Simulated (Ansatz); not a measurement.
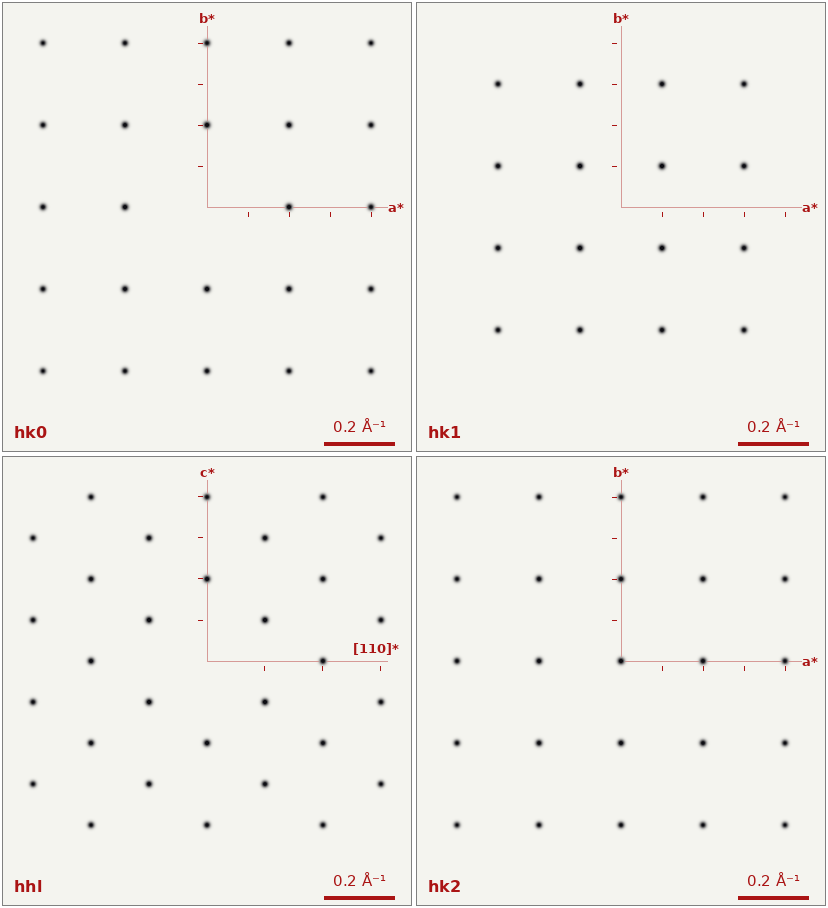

Simulated precession-type sections (X-rays; kinematic intensities, B = 0.5 Å²). The ticks mark integer indices of the conventional cell.

Q: Read the reciprocal cell and give the direct cell.

A: a* = 0.118, b* = 0.118, c* = 0.118 Å⁻¹; the cell is cubic with a = 8.51 Å.

Q: Which reflection conditions do the layers show?

A: Reflections are present only under these conditions. hkl: h + k = 2n, h + l = 2n; hk0: h = 2n, k = 2n; hhl: h + l = 2n; h00: h = 2n. The lattice is face-centred (F).

Q: Which space groups fit?

A: The intensities have Laue symmetry m-3m (the hk0 layer shows 4mm, hk1 shows 4mm). With these conditions the candidates are F432 (No. 209), F-43m (No. 216), Fm-3m (No. 225). Diffraction geometry alone does not choose among them; the structure has Fm-3m. The compound is Hg. Structure: the input geometry of an electronic-structure calculation (not necessarily at equilibrium); the starting structure was generated, so it need not be a known form of this composition.
